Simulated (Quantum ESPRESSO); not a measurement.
**Density-of-states run, with input and output: KCl (part 1 of 2)**

- system: KCl (P-1, 2 atoms in the cell)
- method: Kohn-Sham DFT of a periodic cell, PBE with D3M(BJ), PseudoDojo 0.5 SR PBE standard, no spin polarisation (Quantum ESPRESSO 7.5)

The structure derives from an entry of the Crystallography Open Database.

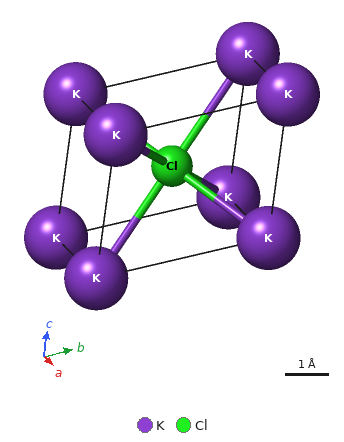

**Figure 1.** The structure (ball-and-stick view of the reduced cell, seen slightly off an axis). An atom can appear more than once, as a periodic image. Near neighbours in the periodic cell (some may lie outside the picture): K has 6 Cl at 3.12 to 3.16 Å; Cl has 6 K at 3.12 to 3.16 Å.

Results in brief

| quantity | value |
| --- | --- |
| outcome | converged |
| space group (tolerance 0.01 Å) | P-1 (2) |
| electrons treated | 16 |
| free energy | −1268.9551 eV |
| Fermi energy | 3.214 eV |
| gap on the k-point mesh | 5.16 eV |
| pressure | −2.99 GPa |
| largest force (length of the vector) | under 0.001 eV/Å |
| hardware | 1 thread of AMD EPYC (Zen 3), 24 GiB of memory available, shared host |
| wall time | 17 min |
| peak memory | 1.2 GiB |

Notes

Settings chosen away from the usual ones: smearing set to cold (from fixed); width set to 0.025; ecut_scale set to 1.5.

Input file
```
&CONTROL
  calculation = 'scf'
  prefix = 'pwscf'
  outdir = './tmp'
  pseudo_dir = './pseudo'
  tprnfor = .true.
  tstress = .true.
  disk_io = 'low'
/
&SYSTEM
  ibrav = 0
  nat = 2
  ntyp = 2
  ecutwfc = 111
  nbnd = 14
  occupations = 'smearing'
  smearing = 'mv'
  degauss = 0.00183747
  vdw_corr = 'grimme-d3'
  dftd3_version = 6
/
&ELECTRONS
  conv_thr = 4d-10
  electron_maxstep = 120
  mixing_beta = 0.5
/
ATOMIC_SPECIES
K     39.0983 K.upf
Cl    35.4500 Cl.upf
CELL_PARAMETERS angstrom
  -0.0090500000    3.1170030000    3.1635320000
   3.1875710000   -0.0400510000    3.1945320000
   3.1187020000    3.0791330000    0.0288190000
ATOMIC_POSITIONS crystal
K      0.0000000000    0.0000000000    0.0000000000
Cl     0.5000000000    0.5000000000    0.5000000000
K_POINTS automatic
7 7 7 0 0 0
```

File pp_density.in
```
&INPUTPP
  prefix = 'pwscf'
  outdir = './tmp'
  filplot = 'density.dat'
  plot_num = 0
/
&PLOT
  nfile = 1
  filepp(1) = 'density.dat'
  iflag = 3
  output_format = 6
  fileout = 'density.cube'
/
```

File pp_potential.in
```
&INPUTPP
  prefix = 'pwscf'
  outdir = './tmp'
  filplot = 'potential.dat'
  plot_num = 11
/
&PLOT
  nfile = 1
  filepp(1) = 'potential.dat'
  iflag = 3
  output_format = 6
  fileout = 'potential.cube'
/
```

File pp_elf.in
```
&INPUTPP
  prefix = 'pwscf'
  outdir = './tmp'
  filplot = 'elf.dat'
  plot_num = 8
/
&PLOT
  nfile = 1
  filepp(1) = 'elf.dat'
  iflag = 3
  output_format = 6
  fileout = 'elf.cube'
/
```

File nscf.in
```
&CONTROL
  calculation = 'nscf'
  prefix = 'pwscf'
  outdir = './tmp'
  pseudo_dir = './pseudo'
  disk_io = 'low'
/
&SYSTEM
  ibrav = 0
  nat = 2
  ntyp = 2
  ecutwfc = 111
  nbnd = 14
  occupations = 'tetrahedra_opt'
  vdw_corr = 'grimme-d3'
  dftd3_version = 6
/
&ELECTRONS
  conv_thr = 1d-08
  electron_maxstep = 120
  mixing_beta = 0.5
/
ATOMIC_SPECIES
K     39.0983 K.upf
Cl    35.4500 Cl.upf
CELL_PARAMETERS angstrom
  -0.0090500000    3.1170030000    3.1635320000
   3.1875710000   -0.0400510000    3.1945320000
   3.1187020000    3.0791330000    0.0288190000
ATOMIC_POSITIONS crystal
K      0.0000000000    0.0000000000    0.0000000000
Cl     0.5000000000    0.5000000000    0.5000000000
K_POINTS automatic
11 11 11 0 0 0
```

File dos.in
```
&DOS
  prefix = 'pwscf'
  outdir = './tmp'
  fildos = 'dos.dat'
  Emin = -12
  Emax = 13
  DeltaE = 0.05
/
```

Launched with:
```bash
OMP_NUM_THREADS=1 pw.x -in pw.in > pw.out
OMP_NUM_THREADS=1 pp.x -in pp_density.in > pp_density.out
OMP_NUM_THREADS=1 pp.x -in pp_potential.in > pp_potential.out
OMP_NUM_THREADS=1 pp.x -in pp_elf.in > pp_elf.out
OMP_NUM_THREADS=1 pw.x -in nscf.in > nscf.out
OMP_NUM_THREADS=1 dos.x -in dos.in > dos.out
```

What the program printed
```
This program is part of the open-source Quantum ESPRESSO suite
     for quantum simulation of materials; please cite
         "P. Giannozzi et al., J. Phys.:Condens. Matter 21 395502 (2009);
         "P. Giannozzi et al., J. Phys.:Condens. Matter 29 465901 (2017);
         "P. Giannozzi et al., J. Chem. Phys. 152 154105 (2020);
          URL
     in publications or presentations arising from this work. More details at

     Message from routine setup:
     using ibrav=0 with symmetry is DISCOURAGED, use correct ibrav instead

     G-vector sticks info
     --------------------
     sticks:   dense  smooth     PW     G-vecs:    dense   smooth      PW
     Sum        2195    2195    631                66433    66433   10187

     Using Slab Decomposition

     bravais-lattice index     =            0
     lattice parameter (alat)  =       8.3925  a.u.
     unit-cell volume          =     420.4335 (a.u.)^3
     number of atoms/cell      =            2
     number of atomic types    =            2
     number of electrons       =        16.00
     number of Kohn-Sham states=           14
     kinetic-energy cutoff     =     111.0000  Ry
     charge density cutoff     =     444.0000  Ry
     scf convergence threshold =      4.0E-10
     mixing beta               =       0.5000
     number of iterations used =            8  plain     mixing
     Exchange-correlation= PBE
                           (   1   4   3   4   0   0   0)

     celldm(1)=   8.392538  celldm(2)=   0.000000  celldm(3)=   0.000000
     celldm(4)=   0.000000  celldm(5)=   0.000000  celldm(6)=   0.000000

     crystal axes: (cart. coord. in units of alat)
               a(1) = (  -0.002038   0.701848   0.712324 )
               a(2) = (   0.717737  -0.009018   0.719305 )
               a(3) = (   0.702230   0.693320   0.006489 )

     reciprocal axes: (cart. coord. in units 2 pi/alat)
               b(1) = ( -0.701262  0.703642  0.708556 )
               b(2) = (  0.687972 -0.703317  0.694941 )
               b(3) = (  0.718835  0.720890 -0.708231 )

     PseudoPot. # 1 for K  read from file:
     K.upf
     Pseudo is Norm-conserving + core correction, Zval =  9.0
     Generated using ONCVPSP code by D. R. Hamann
     Using radial grid of 2222 points,  6 beta functions with:
                l(1) =   0
                l(2) =   0
                l(3) =   1
                l(4) =   1
                l(5) =   2
                l(6) =   2

     PseudoPot. # 2 for Cl read from file:
     Cl.upf
     Pseudo is Norm-conserving + core correction, Zval =  7.0
     Generated using ONCVPSP code by D. R. Hamann
     Using radial grid of 1028 points,  6 beta functions with:
                l(1) =   0
                l(2) =   0
                l(3) =   1
                l(4) =   1
                l(5) =   2
                l(6) =   2

     atomic species   valence    mass     pseudopotential
     K                 9.00    39.09830     K ( 1.00)
     Cl                7.00    35.45000     Cl( 1.00)

      2 Sym. Ops., with inversion, found

   Cartesian axes

     site n.     atom                  positions (alat units)
         1        K      tau(   1) = (   0.0000000   0.0000000   0.0000000  )
         2        Cl     tau(   2) = (   0.7089647   0.6930749   0.7190590  )

     --------------------------------------------
     DFT-D3 Dispersion Correction (3-body terms):
     --------------------------------------------
       Reference C6 values for interpolation:

         atom   Coordination number   C6
         Cl         0.000           184.69
         Cl         0.997           180.80
         K          0.000          9967.00
         K          0.977           676.04

       Values used:

         atom   Coordination number  R0_AB[au]  C6      C8
         K         14.281            4.007    676.04 129074.98
         Cl         5.678            2.933    180.80   7543.49

         Molecular C6 ( Ry / a.u.^6 ) =      1491.77

     number of k points=   172  Marzari-Vanderbilt smearing, width (Ry)=  0.0018

     Number of k-points >= 100: set verbosity='high' to print them.

     Dense  grid:    66433 G-vectors     FFT dimensions: (  60,  60,  60)

     Initial potential from superposition of free atoms

     starting charge      15.9808, renormalised to      16.0000
     Starting wfcs are    9 randomized atomic wfcs +    5 random wfcs

     Self-consistent Calculation

     iteration #  1     ecut=   111.00 Ry     beta= 0.50
     Davidson diagonalization with overlap
     ethr =  1.00E-02,  avg # of iterations =  7.2

     Threshold (ethr) on eigenvalues was too large:
     Diagonalizing with lowered threshold

     Davidson diagonalization with overlap
     ethr =  4.59E-04,  avg # of iterations =  3.5

     total energy              =     -93.24975520 Ry
     estimated scf accuracy    <       0.07114682 Ry

     iteration #  2     ecut=   111.00 Ry     beta= 0.50
     Davidson diagonalization with overlap
     ethr =  4.45E-04,  avg # of iterations =  3.5

     total energy              =     -93.26564878 Ry
     estimated scf accuracy    <       0.00383184 Ry

     iteration #  3     ecut=   111.00 Ry     beta= 0.50
     Davidson diagonalization with overlap
     c_bands:  1 eigenvalues not converged
     c_bands:  1 eigenvalues not converged
     c_bands:  1 eigenvalues not converged
     c_bands:  1 eigenvalues not converged
     c_bands:  1 eigenvalues not converged
     c_bands:  2 eigenvalues not converged
     c_bands:  1 eigenvalues not converged
     ethr =  2.39E-05,  avg # of iterations =  9.2

     total energy              =     -93.26638755 Ry
     estimated scf accuracy    <       0.00087147 Ry

     iteration #  4     ecut=   111.00 Ry     beta= 0.50
     Davidson diagonalization with overlap
     c_bands:  1 eigenvalues not converged
     ethr =  5.45E-06,  avg # of iterations =  4.7

     total energy              =     -93.26647065 Ry
     estimated scf accuracy    <       0.00001728 Ry

     iteration #  5     ecut=   111.00 Ry     beta= 0.50
     Davidson diagonalization with overlap
     c_bands:  1 eigenvalues not converged
     c_bands:  1 eigenvalues not converged
     ethr =  1.08E-07,  avg # of iterations =  3.5

     total energy              =     -93.26647808 Ry
     estimated scf accuracy    <       0.00000256 Ry

     iteration #  6     ecut=   111.00 Ry     beta= 0.50
     Davidson diagonalization with overlap
     ethr =  1.60E-08,  avg # of iterations =  2.1

     total energy              =     -93.26647897 Ry
     estimated scf accuracy    <       0.00000002 Ry

     iteration #  7     ecut=   111.00 Ry     beta= 0.50
     Davidson diagonalization with overlap
     ethr =  1.35E-10,  avg # of iterations =  4.4

     total energy              =     -93.26647900 Ry
     estimated scf accuracy    <          5.2E-09 Ry

     iteration #  8     ecut=   111.00 Ry     beta= 0.50
     Davidson diagonalization with overlap
     ethr =  3.27E-11,  avg # of iterations =  2.1

     total energy              =     -93.26647901 Ry
     estimated scf accuracy    <          5.7E-10 Ry

     iteration #  9     ecut=   111.00 Ry     beta= 0.50
     Davidson diagonalization with overlap
     ethr =  3.57E-12,  avg # of iterations =  2.0

     End of self-consistent calculation

     Number of k-points >= 100: set verbosity='high' to print the bands.

     the Fermi energy is     3.2141 ev

!    total energy              =     -93.26647901 Ry
     estimated scf accuracy    <          3.9E-11 Ry
     smearing contrib. (-TS)   =       0.00000000 Ry
     internal energy E=F+TS    =     -93.26647901 Ry

     The total energy is F=E-TS. E is the sum of the following terms:
     one-electron contribution =     -29.54024679 Ry
     hartree contribution      =      19.88502960 Ry
     xc contribution           =     -21.87529909 Ry
     ewald contribution        =     -61.66622818 Ry
     DFT-D3 Dispersion         =      -0.06973456 Ry

     convergence has been achieved in   9 iterations

     Forces acting on atoms (cartesian axes, Ry/au):

     atom    1 type  1   force =     0.00000000    0.00000000    0.00000000
     atom    2 type  2   force =     0.00000000    0.00000000    0.00000000

     Total force =     0.000000     Total SCF correction =     0.000000

     Computing stress (Cartesian axis) and pressure

          total   stress  (Ry/bohr**3)                   (kbar)     P=      -29.94
  -0.00021278   0.00000960  -0.00000736          -31.30        1.41       -1.08
   0.00000960  -0.00017954   0.00000081            1.41      -26.41        0.12
  -0.00000736   0.00000081  -0.00021824           -1.08        0.12      -32.10

=------------------------------------------------------------------------------=
   JOB DONE.
=------------------------------------------------------------------------------=
```
